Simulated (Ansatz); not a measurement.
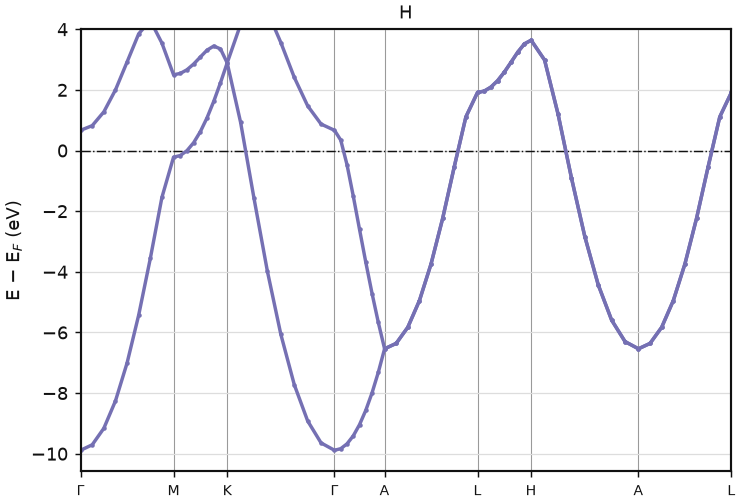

Band structure. Energies are counted from the Fermi level. The path runs straight from each named point to the next.

### What lattice type does the k path imply?

A hexagonal (primitive) lattice: the path Γ–M–K–Γ–A–L–H–A–L runs through the special points of its Brillouin zone.

Calculation on H, space group P6_3/mmc, 2 atoms in the cell.

Method: DFT, PBE, all-electron PAW with datasets made for the crystal, scalar-relativistic, no spin polarisation, 13×13×7 k mesh (Ansatz).

### Is there a gap at the Fermi level?

A metal: 2 bands cross the Fermi level along this path.

The cell is at −24 GPa in this functional.
